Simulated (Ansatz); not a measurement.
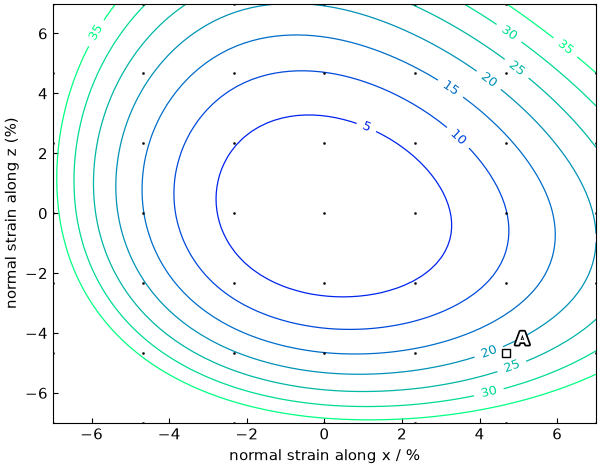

CsSnI3 (Pm-3m, No. 221; 5 atoms in the cell). The energy is mapped over two homogeneous strains (x, y and z along the cube axes). Coordinates scanned: (1) normal strain along x; (2) normal strain along z. Nothing is relaxed (symmetry fixes all fractional coordinates). Grid: 7 × 7 points; 28 points were computed and 21 follow by symmetry. Energies are in meV/atom, from the lowest grid point. The band gap closes in part of the range. These are results of DFT PBE, scalar-relativistic, plane waves, PAW in Ansatz 0.2.0, not measurements. Settings: cutoff 420 eV, k-mesh 6×6×6, gaussian smearing 0.05 eV, no spin polarisation.

Drawn: contour lines labelled in meV/atom (none above 35), dots at the grid points, the point A. Between grid points the surface is interpolated.

**Is A at rest? If not, where is it pushed?**

A, at normal strain along x = 4.67 %, normal strain along z = −4.67 %, is not a stationary point. The computed force is 3.2 meV/atom for each 1 % towards smaller values of normal strain along x and 6.2 meV/atom for each 1 % towards larger values of normal strain along z.
